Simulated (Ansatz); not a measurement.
System: Al₂Cu.

```yaml
crystal:
  lattice:
    - [0.00000, 0.00000, 2.88473]
    - [4.12116, 0.00000, 0.00000]
    - [0.00000, 4.12116, 0.00000]
  atoms:
    - { symbol: Al, position: [0.50000, 0.50000, 0.00586] }
    - { symbol: Al, position: [0.50000, 0.00000, 0.47416] }
    - { symbol: Cu, position: [0.00000, 0.00000, 0.00848] }
```

Space group Pmm2; a point of a scan over the structure, not its minimum; a structure from a database of computed crystals, not necessarily the ambient phase; not relaxed (largest force 1.2 eV/Å); computed without spin polarisation; PAW files of the earlier set (soft_1).

These are results of DFT PBE, scalar-relativistic, plane waves, PAW in Ansatz, not measurements.

What can the converged valence pseudo-density and electron localisation function tell about the bonding?

Al–Cu (2.52 Å): ρ is about 0.3 e/Å³ halfway; the ELF peaks at about 0.65 between the atoms.

Does the calculation give a band gap?

It is metallic or semimetallic at this level of theory: no gap opens.

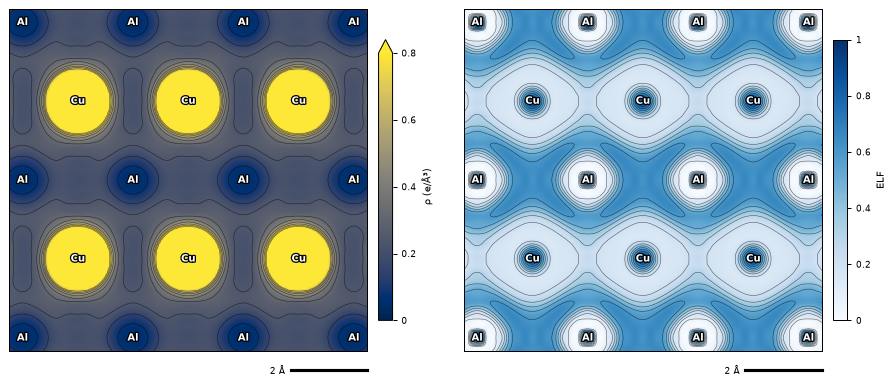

Computed valence pseudo-density and electron localisation function on the (001) plane of the conventional cell, in this order. 

The density is the valence pseudo-density of a PAW calculation; it isn't the true density close to the nuclei.
